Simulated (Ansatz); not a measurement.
# Ni₂₀O (slab): what the fields show

The calculation's input:

```
crystal:
  lattice:
    - [4.9188979658, 0.0, 0.0]
    - [0.0, 4.9188979658, 0.0]
    - [0.0, 0.0, 25.9563722152]
  atoms:
    - { symbol: Ni, position: [0.25, 0.25, 0.3274725732], spin: 0.86 }
    - { symbol: Ni, position: [0.25, 0.75, 0.3274725732], spin: 0.86 }
    - { symbol: Ni, position: [0.75, 0.25, 0.3274725732], spin: 0.86 }
    - { symbol: Ni, position: [0.75, 0.75, 0.3274725732], spin: 0.86 }
    - { symbol: Ni, position: [0.5, 0.5, 0.3944731941], spin: 0.77 }
    - { symbol: Ni, position: [0.5, 0.0, 0.3944731941], spin: 0.77 }
    - { symbol: Ni, position: [0.0, 0.5, 0.3944731941], spin: 0.77 }
    - { symbol: Ni, position: [0.0, 0.0, 0.3944731941], spin: 0.77 }
    - { symbol: Ni, position: [0.75, 0.75, 0.462221788], spin: 0.77 }
    - { symbol: Ni, position: [0.75, 0.25, 0.462221788], spin: 0.77 }
    - { symbol: Ni, position: [0.25, 0.75, 0.462221788], spin: 0.77 }
    - { symbol: Ni, position: [0.25, 0.25, 0.462221788], spin: 0.77 }
    - { symbol: Ni, position: [0.0, 0.0, 0.5300866161], spin: 0.77 }
    - { symbol: Ni, position: [0.0, 0.5, 0.5300866161], spin: 0.77 }
    - { symbol: Ni, position: [0.5, 0.0, 0.5300866161], spin: 0.77 }
    - { symbol: Ni, position: [0.5, 0.5, 0.5300866161], spin: 0.77 }
    - { symbol: Ni, position: [0.25, 0.25, 0.5958826308], spin: 0.85 }
    - { symbol: Ni, position: [0.25, 0.75, 0.5958826308], spin: 0.85 }
    - { symbol: Ni, position: [0.75, 0.25, 0.5958826308], spin: 0.85 }
    - { symbol: Ni, position: [0.75, 0.75, 0.5958826308], spin: 0.85 }
    - { symbol: O, position: [0.25, 0.0, 0.652130861], spin: 2.0 }
basis:
  ecutwfc: 420
kpoints:
  mp_grid: { grid: [6, 6, 1] }
hamiltonian:
  xc: pbe
  dispersion: d3bj
scf:
  occupations: { method: gaussian, width: 0.1 }
output:
  forces: true
  eigenvalues: true
  populations: true
  write_density: true
  write_potential: true
  elf: true
  volumetric_format: npy
magnetization:
  spin_polarized: true
relax:
  adjacent_minimum: "off"
  f_tol: 0.03
  max_steps: 70
  constraints: [{ sites: [0, 1, 2, 3, 4, 5, 6, 7] }]
efield:
  axis: 3
  dipole_correction: true
```

Run with:

```sh
ansatz run input.yaml --threads 8 --pin off --max-ram 22528MiB --backend cpu --events-out ev --progress --plain --runs-dir out
```

The fields are those of the run's last geometry, not of the input's.

Spin-polarised.

All numbers below come from DFT PBE+D3(BJ), scalar-relativistic, plane waves, PAW (Ansatz 0.2.0).

In a PAW calculation such maps are meaningful between the atoms, not at the nuclei.

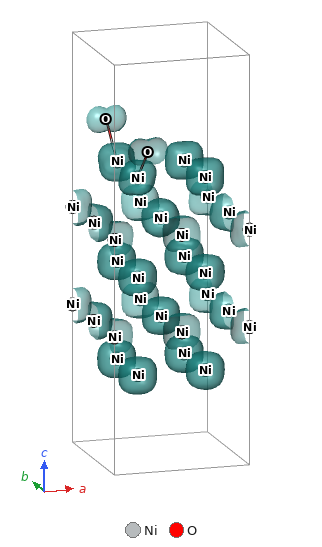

Figure 1. Isosurface of the spin density at +0.1 e/Å³ (teal), seen slightly off an axis. Sticks mark near contacts.

> Describe the spin distribution.

The spin density sits on Ni: +0.7 μB (×20) in one cell of 21 atoms, with smaller moments on other sites: O (up to +0.26 μB): parallel main moments (a ferromagnetic arrangement) in this solution. The cell of the calculation (21 atoms) carries 13.7 μB of net spin moment.

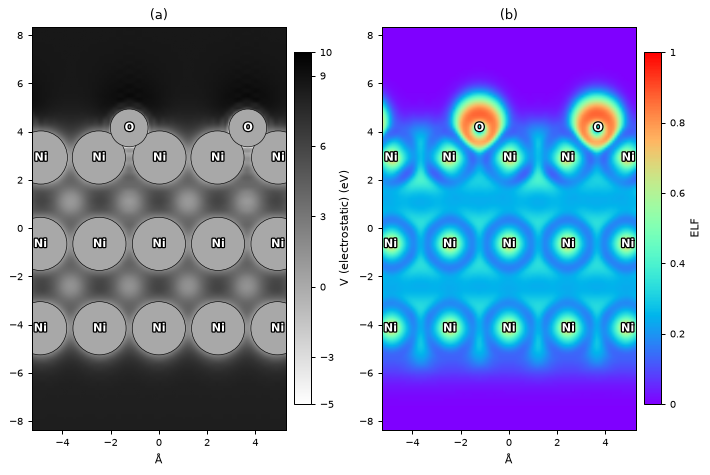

Figure 2. (a) electrostatic potential energy of an electron; (b) electron localisation function on the (100) plane of the calculation cell, a cut from vacuum to vacuum. Grey discs cover the atomic cores in the potential map.

> What do the fields say about this system?

Atoms in the plane: Ni and O. Ni–O (1.76 Å): the ELF peaks at about 0.80 in the valence shell of O, 0.6 Å from its nucleus, and is about 0.30 at the midpoint; no shared electron pair shows on this line. The features right at Ni lie inside the PAW spheres, where the map follows smoothed inner orbitals and isn't to be read closely.

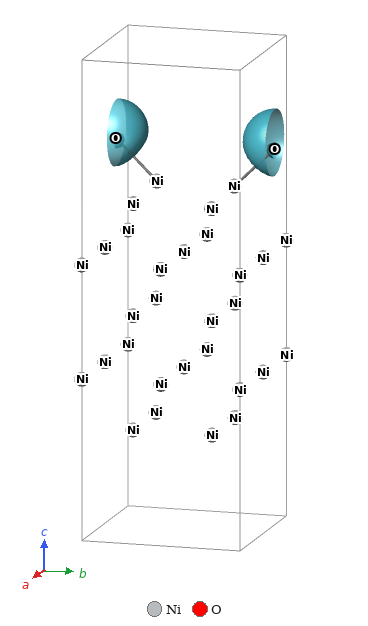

Figure 3. Isosurface of the electron localisation function at 0.55 (cyan), seen slightly off an axis. Only the valence region is drawn (cores and ρ < 0.01 e/Å³ removed). Sticks mark near contacts.

> Where are the electrons localised?

The surface consists of one region wrapped around O (its valence shell), counted in one cell of 21 atoms. Counts are for one cell; the picture repeats the cell along the surface.

> Does the calculation make it a metal, or give it a gap?

It is metallic or semimetallic at this level of theory: no gap opens.
